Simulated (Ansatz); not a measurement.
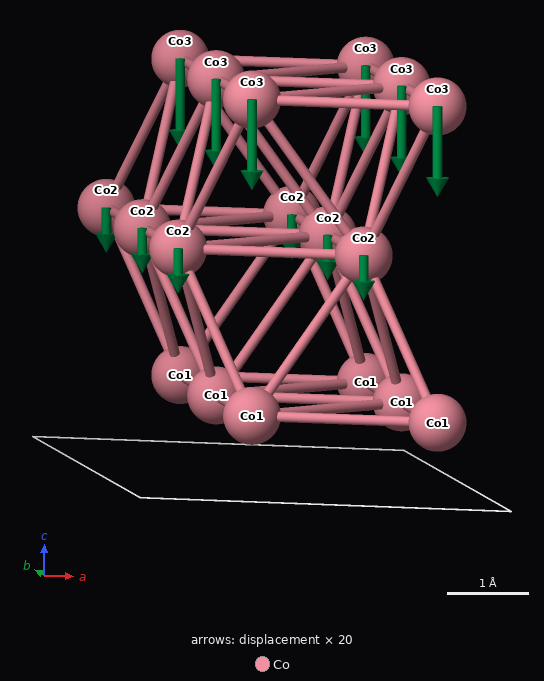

A constrained relaxation of a slab of composition Co (cut from the P6_3/mmc phase). The starting structure is drawn; green arrows show the displacements, magnified 20 times.

A ball-and-stick model of the 2 × 3 repeat of the cell, outlined in the plane, without the vacuum, seen slightly off an axis.

Case: clean slab, lower half held. The slab is the (0 0 1) face of Co. 1 atoms are held fixed.

Method: Ansatz, DFT PBEsol, scalar-relativistic, plane waves, PAW. Settings: plane-wave cutoff 420 eV; k-point mesh 12 × 12 × 1; occupations gaussian; smearing width 0.1 eV; collinear spin; dipole correction; atoms relaxed in a fixed cell; force threshold 0.03 eV/Å; at most 70 steps.

**Describe the change and its energy.**

Co3 moves most: 0.057 Å along the normal (−c). The cell stays as it was. Near-neighbour distances that change, for instance: Co1–Co2 2.439 → 2.416 Å. Over 2 accepted moves (3 points after the start) the energy falls by 6.1 meV per cell of the calculation. The largest force component goes from 0.2 to 0.0088 eV/Å. 1 step only repeated the SCF at the same geometry. Cost: 27 s on 1 thread of AMD EPYC 9R45 96-Core Processor (Zen 5), on a shared host, peak memory 0.48 GiB.
